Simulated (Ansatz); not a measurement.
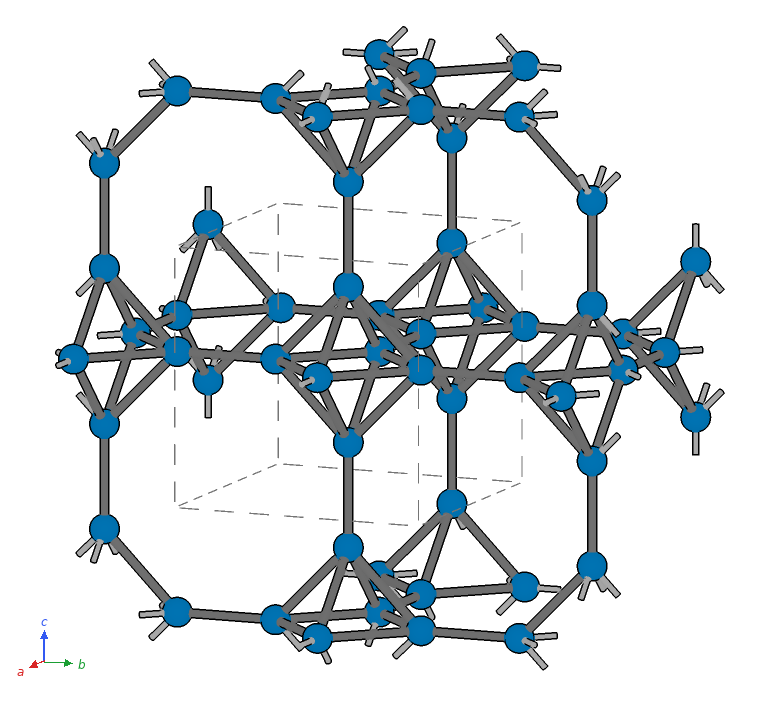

A cut-out of a periodic net derived from a crystal structure. Nodes are coloured by topological kind. Short stubs are edges that leave the cut-out.

Describe the net.

A uninodal 5-connected, three-periodic net.

Give point symbol and coordination sequence.

3^4.4^2.8^4, sequence 5, 9, 22, 37.

Origin of the net. System CaB6 (space group Pm-3m, No. 221); source of the atomic positions: the end point of a relaxation with DFT PBE, scalar-relativistic, plane waves, PAW in Ansatz 0.2.0. Bonds are taken as B–B below 2 Å; Ca is left out of the net, as the electropositive filling of the structure; no other contact counts. Atoms with one bond or none are removed and atoms with two bonds are replaced by edges, until no such atom is left. B is a 5-connected node.
